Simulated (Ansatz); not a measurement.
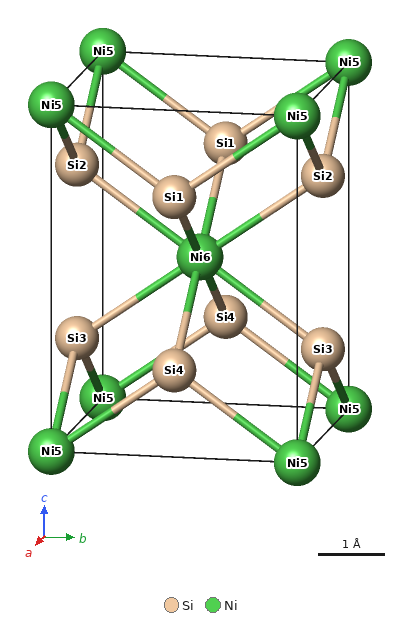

Figure 1. The input geometry of run 1 (ball-and-stick view of the cell of the calculation, seen slightly off an axis; atoms are numbered from 1 in the order of the input). Near neighbours in the crystal (not all of them lie inside the picture): Si has 4 Ni at 2.36 Å; Ni has 8 Si at 2.36 Å.

**Two runs on NiSi2**

System: NiSi2 (Fm-3m, 6 atoms in the cell).
Method of run 1: DFT PBE, scalar-relativistic, plane waves, PAW, no spin polarisation (Ansatz 0.2.0).

The structure derives from a Materials Project entry. Text and figures count atoms from 1; the logs count them from 0 in places.

## Input, run 1
```yaml
crystal:
  lattice:
    - [2.7233944511, 2.7233944511, 0.0]
    - [-2.7233944511, 2.7233944511, 0.0]
    - [0.0, 0.0, 5.4467889021]
  atoms:
    - { symbol: Si, position: [0.0, 0.5, 0.75] }
    - { symbol: Si, position: [0.5, 0.0, 0.75] }
    - { symbol: Si, position: [0.5, 0.0, 0.25] }
    - { symbol: Si, position: [0.0, 0.5, 0.25] }
    - { symbol: Ni, position: [0.0, 0.0, 0.0] }
    - { symbol: Ni, position: [0.5, 0.5, 0.5] }
basis:
  ecutwfc: 420
kpoints:
  mp_grid: { grid: [10, 10, 8] }
hamiltonian:
  xc: pbe
scf:
  occupations: { method: gaussian, width: 0.1 }
output:
  forces: true
  stress: true
  eigenvalues: true
```

Command:
```bash
ansatz run input.yaml --threads 1 --pin off --max-ram 2560MiB --backend cpu --events-out ev --progress --plain --runs-dir out
```

Hardware: 1 thread of Intel Xeon (Granite Rapids), 12 GiB of memory available, shared host.

## Output, shortened to warnings, some set-up lines, iterations and results (run 1)
```
Basis set: ecut = 420 eV, 1539 PW (Γ), exchange–correlation on 54×54×80 points (8 copies of the dense FFT grid, shifted against one another)
Symmetry: 32 space group operations
k-points: 105 of 800
Initial density: superposition of atomic densities (neutral atoms: chi_scale 0, normalization atom), corrected by the library's trained network
[...]
SCF iter   1: F=—  HF=-14224.813959 eV  |F-HF|=—  |Δ(HF+E_count)|=         —  Δρ=1.04e-2  dr2=6.18e-2  ethr=1.77e-3  ⟨swp⟩=6.1  Hψ=14655  notcnv=0
SCF iter   2: F=—  HF=-14224.808274 eV  |F-HF|=—  |Δ(HF+E_count)|=   5.68e-3  Δρ=3.46e-3  dr2=8.58e-3  ethr=1.19e-4  ⟨swp⟩=1.9  Hψ=4501  notcnv=0  defer=4
SCF iter   3: F=—  HF=-14224.807388 eV  |F-HF|=—  |Δ(HF+E_count)|=   8.87e-4  Δρ=6.48e-4  dr2=4.24e-4  ethr=1.65e-5  ⟨swp⟩=1.1  Hψ=3286  notcnv=0  defer=4
SCF iter   4: F=—  HF=-14224.807443 eV  |F-HF|=—  |Δ(HF+E_count)|=   5.59e-5  Δρ=2.62e-4  dr2=5.14e-5  ethr=8.16e-7  ⟨swp⟩=2.1  Hψ=5167  notcnv=0  defer=4
SCF iter   5: F=—  HF=-14224.807493 eV  |F-HF|=—  |Δ(HF+E_count)|=   4.95e-5  Δρ=7.53e-5  dr2=7.76e-6  ethr=9.89e-8  ⟨swp⟩=2.1  Hψ=4345  notcnv=0  defer=4
SCF iter   6: F=—  HF=-14224.807498 eV  |F-HF|=—  |Δ(HF+E_count)|=   4.81e-6  Δρ=3.15e-5  dr2=7.20e-7  ethr=1.49e-8  ⟨swp⟩=2.1  Hψ=5154  notcnv=0  defer=4
SCF iter   7: F=—  HF=-14224.807498 eV  |F-HF|=—  |Δ(HF+E_count)|=   3.70e-7  Δρ=1.49e-5  dr2=1.80e-7  ethr=1.92e-10  ⟨swp⟩=8.8  Hψ=16354  notcnv=0
SCF iter   8: F=-14224.807498 eV  HF=-14224.807498 eV  |F-HF|=6.08e-10  |Δ(HF+E_count)|=   1.26e-8  Δρ=9.11e-7  dr2=9.78e-10  ethr=1.92e-10  ⟨swp⟩=4.0  Hψ=10204  notcnv=0
SCF 1 converged in 8 iterations: F = -14224.807498 eV  dr2 = 9.78e-10
SCF converged after 8 iterations
Free energy (F): -14224.807498 eV
Harris-Foulkes:  -14224.807498 eV  (|F-HF|=6.08e-10)
Internal energy: -14224.797805 eV  (E = F + TS)
E sigma→0 (E₀):  -14224.802652 eV
Entropy (-TS):   -0.009693 eV (-1.615 meV/atom)
Fermi energy:    12.871663 eV
--- Per-component energies (eV) ---
  E_band       = -703.166912
  E_kinetic    = 738.323198
  E_local      = -9870.733452  (includes V_loc(G=0)·N_el)
  E_nonlocal   = 1359.147584
  E_hartree    = 4266.728889
  E_xc         = -397.554377
  E_vxc        = -415.651355  (∫ρ·V_xc dr)
  E_paw        = -5302.873264  (= ΣΔE_a)
  E_vpaw       = -1047.708497  (= ΣTr[D̂ρ^β])
  E_aug_tail   = 0.001153  (compensation charges beyond the density's cutoff)
  E_ewald      = -5017.837537
  E_smearing   = -0.009693  (= −TS)
  E_closure    = 0.000000  (closes the sum)
  Σ components = -14224.807498   (vs F -14224.807498, Δ=0.00e0)
--- Forces (eV/Å), atoms counted from 1 ---
  atom   1  Si     0.00000000     0.00000000     0.00000000
  atom   2  Si    -0.00000000    -0.00000000     0.00000000
  atom   3  Si     0.00000000    -0.00000000     0.00000000
  atom   4  Si    -0.00000000    -0.00000000     0.00000000
  atom   5  Ni    -0.00000000    -0.00000000     0.00000000
  atom   6  Ni     0.00000000    -0.00000000     0.00000000
  max |Σ_I F_I| component: 6.94e-18 eV/Å
--- Stress (GPa, compression-positive) ---
       -0.040516      -0.000000       0.000000
       -0.000000      -0.040516       0.000000
        0.000000       0.000000      -0.616875
  P = ⅓ Tr σ = -0.2326 GPa (-2.326 kbar)
```

For run 2 the input was changed thus:
```diff
-    - [2.7233944511, 2.7233944511, 0.0]
-    - [-2.7233944511, 2.7233944511, 0.0]
-    - [0.0, 0.0, 5.4467889021]
+    - [2.7778623401, 2.7778623401, 0.0]
+    - [-2.7778623401, 2.7778623401, 0.0]
+    - [0.0, 0.0, 5.2911813672]
-basis:
-  ecutwfc: 420
+  mixing: { algorithm: msr1, beta: 0.9, ndim: 16 }
+accuracy: medium
```

Predict how the results change.

With the same functional and potentials, run 2 lies 3.3 meV per atom higher (other lines of the input change too). The pressure goes from −0.23 to −1.68 GPa. The volume per atom goes from 13.47 to 13.61 Å³. The number of SCF iterations is the same. The plane waves at Γ go from 1539 to 1601.

## Output, shortened to warnings, some set-up lines, iterations and results (run 2)
```
Basis set: ecut = 420 eV, 1601 PW (Γ), exchange–correlation on 54×54×72 points (8 copies of the dense FFT grid, shifted against one another)
Symmetry: 32 space group operations
k-points: 105 of 800
Initial density: superposition of atomic densities (neutral atoms: chi_scale 0, normalization atom), corrected by the library's trained network
[...]
SCF iter   1: F=—  HF=-14224.792862 eV  |F-HF|=—  |Δ(HF+E_count)|=         —  Δρ=9.29e-3  dr2=4.75e-2  ethr=1.77e-3  ⟨swp⟩=5.9  Hψ=14595  notcnv=0
SCF iter   2: F=—  HF=-14224.839210 eV  |F-HF|=—  |Δ(HF+E_count)|=   4.63e-2  Δρ=2.87e-2  dr2=4.30e-1  ethr=9.13e-5  ⟨swp⟩=2.0  Hψ=7430  notcnv=0  defer=130
SCF iter   3: F=—  HF=-14224.788895 eV  |F-HF|=—  |Δ(HF+E_count)|=   5.03e-2  Δρ=4.65e-3  dr2=1.17e-2  ethr=9.13e-5  ⟨swp⟩=2.0  Hψ=6464  notcnv=0  defer=130
SCF iter   4: F=—  HF=-14224.787546 eV  |F-HF|=—  |Δ(HF+E_count)|=   1.35e-3  Δρ=4.35e-4  dr2=1.49e-4  ethr=2.24e-5  ⟨swp⟩=2.0  Hψ=4698  notcnv=0  defer=9
SCF iter   5: F=—  HF=-14224.787571 eV  |F-HF|=—  |Δ(HF+E_count)|=   2.46e-5  Δρ=1.96e-4  dr2=3.10e-5  ethr=2.86e-7  ⟨swp⟩=2.2  Hψ=4429  notcnv=0  defer=9
SCF iter   6: F=—  HF=-14224.787559 eV  |F-HF|=—  |Δ(HF+E_count)|=   1.17e-5  Δρ=1.99e-4  dr2=2.18e-5  ethr=5.95e-8  ⟨swp⟩=2.0  Hψ=4780  notcnv=0  defer=9
SCF iter   7: F=—  HF=-14224.787559 eV  |F-HF|=—  |Δ(HF+E_count)|=   5.44e-7  Δρ=4.52e-5  dr2=1.13e-6  ethr=4.20e-8  ⟨swp⟩=1.1  Hψ=3249  notcnv=0  defer=9
SCF iter   8: F=-14224.787559 eV  HF=-14224.787559 eV  |F-HF|=3.28e-8  |Δ(HF+E_count)|=   2.87e-7  Δρ=8.09e-6  dr2=4.82e-8  ethr=1.92e-10  ⟨swp⟩=7.3  Hψ=17100  notcnv=0
SCF 1 converged in 8 iterations: F = -14224.787559 eV  dr2 = 4.82e-8
SCF converged after 8 iterations
Free energy (F): -14224.787559 eV
Harris-Foulkes:  -14224.787559 eV  (|F-HF|=3.28e-8)
Internal energy: -14224.778358 eV  (E = F + TS)
E sigma→0 (E₀):  -14224.782958 eV
Entropy (-TS):   -0.009201 eV (-1.534 meV/atom)
Fermi energy:    12.647388 eV
--- Per-component energies (eV) ---
  E_band       = -709.964881
  E_kinetic    = 736.975505
  E_local      = -9896.860075  (includes V_loc(G=0)·N_el)
  E_nonlocal   = 1359.754093
  E_hartree    = 4276.822436
  E_xc         = -396.906800
  E_vxc        = -414.779910  (∫ρ·V_xc dr)
  E_paw        = -5303.370383  (= ΣΔE_a)
  E_vpaw       = -1048.706942  (= ΣTr[D̂ρ^β])
  E_aug_tail   = 0.001001  (compensation charges beyond the density's cutoff)
  E_ewald      = -5001.194135
  E_smearing   = -0.009201  (= −TS)
  E_closure    = -0.000000  (closes the sum)
  Σ components = -14224.787559   (vs F -14224.787559, Δ=0.00e0)
--- Forces (eV/Å), atoms counted from 1 ---
  atom   1  Si     0.00000000     0.00000000     0.00000000
  atom   2  Si    -0.00000000     0.00000000     0.00000000
  atom   3  Si     0.00000000    -0.00000000     0.00000000
  atom   4  Si     0.00000000     0.00000000    -0.00000000
  atom   5  Ni     0.00000000    -0.00000000     0.00000000
  atom   6  Ni     0.00000000    -0.00000000     0.00000000
  max |Σ_I F_I| component: 2.78e-17 eV/Å
--- Stress (GPa, compression-positive) ---
       -2.517196      -0.000000       0.000000
       -0.000000      -2.517196       0.000000
        0.000000       0.000000      -0.007682
  P = ⅓ Tr σ = -1.6807 GPa (-16.807 kbar)
```

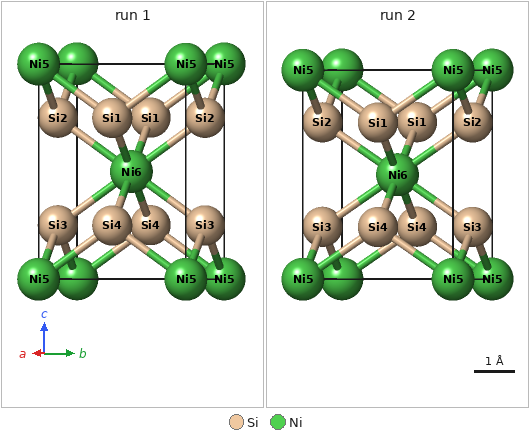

Figure 2. The two input geometries at one scale (ball-and-stick view of the cell of the calculation, seen at an oblique angle). The atoms keep their places relative to the cell (all moves are under 0.005 Å). The volume changes by +1.1 %, with a = b 3.851 → 3.928 Å (+2.0 %), c 5.447 → 5.291 Å (−2.9 %). Among the contacts that change: Si1–Ni5 2.359 → 2.368 Å.

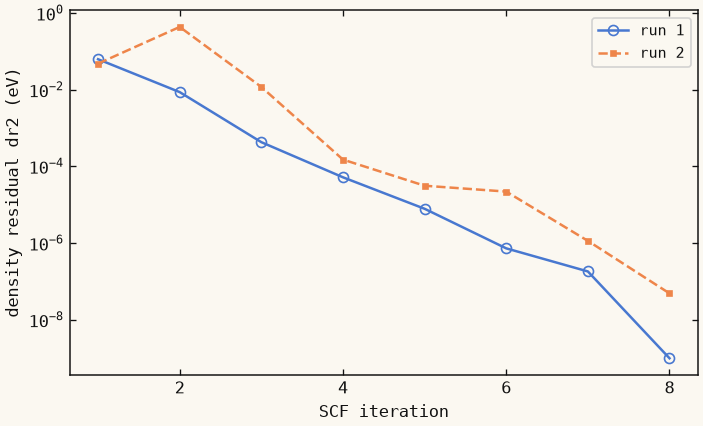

Figure 3. Convergence of the two runs: density residual dr2 against the SCF iteration. Run 1 takes 8 iterations in all, and run 2 takes 8.

## The two runs side by side

| quantity | run 1 | run 2 |
| --- | --- | --- |
| outcome | converged | converged |
| free energy per atom (eV) | −2370.8012 | −2370.7979 |
| energy per atom, smearing taken to zero (eV) | −2370.8004 | −2370.7972 |
| gap on the mesh (eV) | 0.00 | 0.00 |
| pressure (GPa) | −0.23 | −1.68 |
| volume per atom (Å³) | 13.47 | 13.61 |
| largest force (eV/Å) | 0.000 | 0.000 |
| SCF iterations | 8 | 8 |
| irreducible k-points | 105 | 105 |
| plane waves at Γ | 1539 | 1601 |
| wall time (shared host) | 6.9 s | 7.2 s |

For both runs: The run has no spin polarisation, so a magnetic state may lie lower.
